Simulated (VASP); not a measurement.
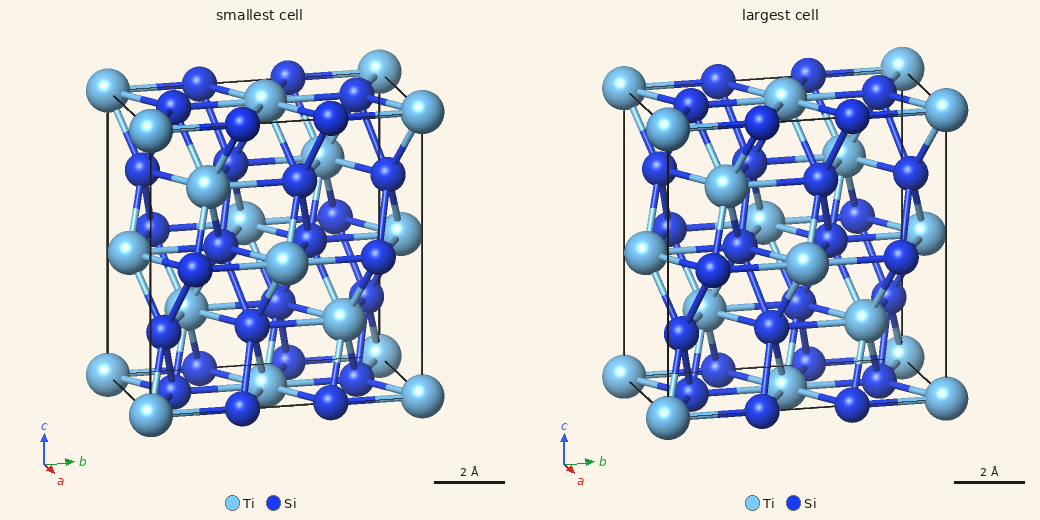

TiSi₂, space group Fddd (No. 70), relaxed (cell and atoms, zero pressure) with nine functionals; the smallest and the largest of the relaxed conventional cells are drawn to one scale (sticks follow a distance rule). The start was a structure listed in the Materials Project.

Alike in all runs: VASP 6.6.1; cutoff 600 eV; k mesh 5 × 5 × 5 on the run's cell of 6 atoms; occupations fermi-dirac, width 0.05 eV; no spin polarisation; no spin-orbit coupling. LDA runs use LDA potentials, the others PBE ones. All runs are metallic.

```tsv
level	volume (Å³/atom)	a (Å)	b (Å)	c (Å)
revPBE	14.34	4.807	8.291	8.637
vdW-DF-cx	?	?	?	?
r2SCAN	13.98	4.764	8.224	8.565
rev-vdW-DF2	14.10	4.785	8.241	8.581
PBEsol	13.79	4.748	8.163	8.538
PBE	14.16	4.788	8.251	8.602
optB88-vdW	14.35	4.817	8.311	8.601
SCAN	14.00	4.777	8.241	8.532
LDA	13.51	4.715	8.110	8.477
```

### Fill in the row of vdW-DF-cx.

Volume 13.95 Å³/atom; a 4.768 Å; b 8.202 Å; c 8.563 Å. That is between PBEsol and r2SCAN in volume.

### Order the levels by the relaxed volume, smallest first.

LDA (13.51 Å³/atom), PBEsol (13.79 Å³/atom), vdW-DF-cx (13.95 Å³/atom), r2SCAN (13.98 Å³/atom), SCAN (14.00 Å³/atom), rev-vdW-DF2 (14.10 Å³/atom), PBE (14.16 Å³/atom), revPBE (14.34 Å³/atom), optB88-vdW (14.35 Å³/atom). Rows within a few tenths of a per cent can't be told apart.

Caveat: rows whose functional differs from that of their potentials carry a shift in pressure and volume, which can reorder them.
